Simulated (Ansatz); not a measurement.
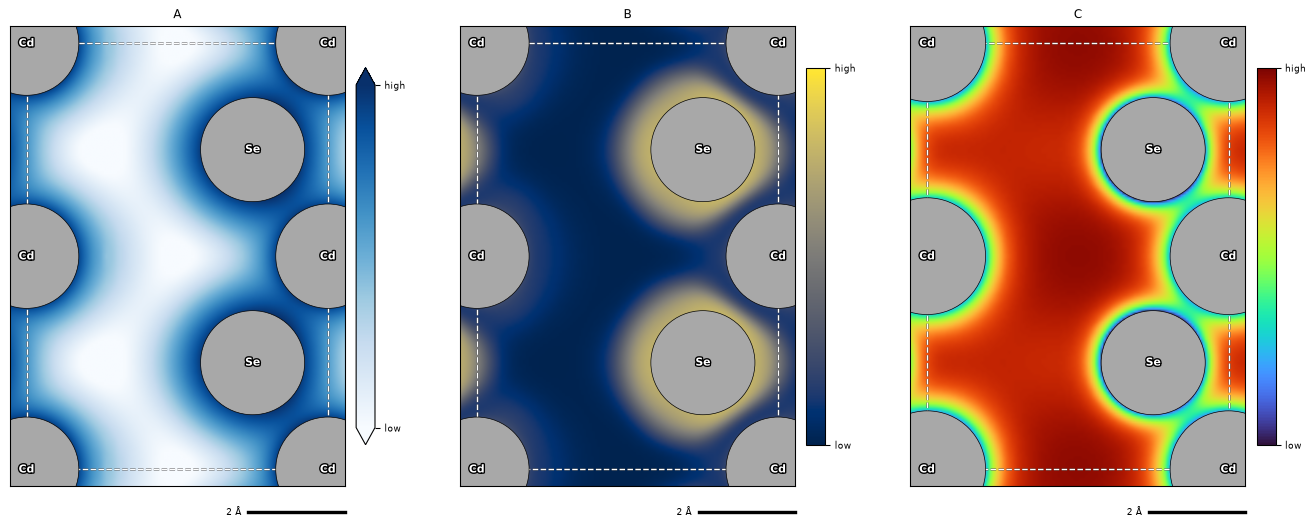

CdSe: 3 fields on the (101) plane of the conventional cell, with unlabelled colour scales. Grey discs cover the atomic cores.

Space group F-43m; a structure from a database of computed crystals, not necessarily the ambient phase; changed on purpose from its base cell (functional r2SCAN, strained and moved within the space group); computed pressure about −3 GPa in this cell.

Theory: DFT r2SCAN, scalar-relativistic, plane waves, PAW (Ansatz).

```xyz
8
Lattice="6.2540 0.0000 0.0000 0.0000 0.0000 -6.2540 0.0000 6.2540 0.0000" Properties=species:S:1:pos:R:3 pbc="T T T"
Cd    3.1270    0.0000   -3.1270
Cd    0.0000    3.1270   -3.1270
Cd    0.0000    0.0000    0.0000
Cd    3.1270    3.1270    0.0000
Se    4.6905    1.5635   -4.6905
Se    1.5635    4.6905   -4.6905
Se    1.5635    1.5635   -1.5635
Se    4.6905    4.6905   -1.5635
```

Question: Match the panels to the quantities (electron localisation function, electrostatic potential energy of an electron and valence pseudo-density).

Answer: Panel A: valence pseudo-density. Panel B: electron localisation function. Panel C: electrostatic potential energy of an electron (low next to the atoms, rising into the space between them). From the grid: Cd–Se (2.71 Å): ρ at the midpoint is about 0.34 e/Å³; the ELF is about 0.40 at the midpoint and 0.15 at its lowest between the atoms.
